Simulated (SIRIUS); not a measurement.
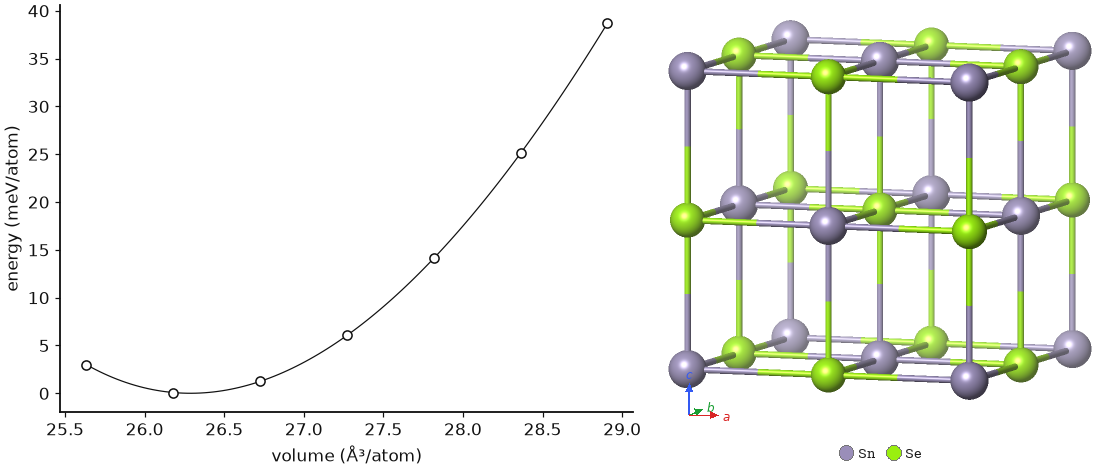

The plot gives the computed energy against volume for SnSe, space group Fm-3m (No. 225). The conventional cell is drawn beside the plot.

Cell as given: a = 4.257 Å, b = 4.257 Å, c = 4.257 Å, α = 60.00°, β = 60.00°, γ = 60.00°; 2 atoms.

Method: plane-wave DFT, no spin polarisation; energies at scaled volumes of the given cell, shape and fractions fixed, counted from the fit's minimum, third-order Birch-Murnaghan fit (SIRIUS 7.10.0). Level: PBEsol.

k mesh 8×8×8; occupations Fermi–Dirac; smearing width 0.05 eV; potentials dojo sr pbesol 0.4.1 standard; wave cutoff 1177 eV; density cutoff 4707 eV.

This calculation gives: equilibrium volume 26.29 Å³/atom and bulk modulus 56.3 GPa.

Now Sn is replaced by Mg on all its sites, which gives MgSe in the same structure. What happens?

The equilibrium volume falls from 26.29 to 20.25 Å³/atom (−23 %) and the bulk modulus rises from 56.3 to 64.7 GPa (+15 %).

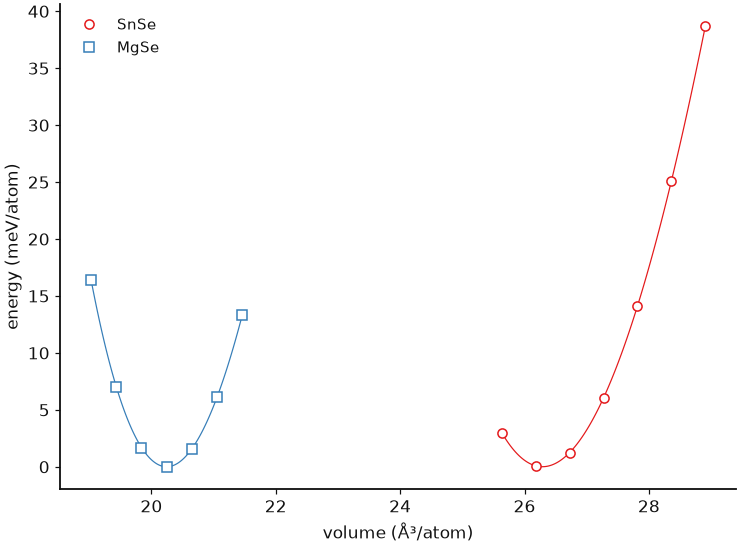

The two results together.

V0 and the bulk modulus come from third-order Birch–Murnaghan fits.
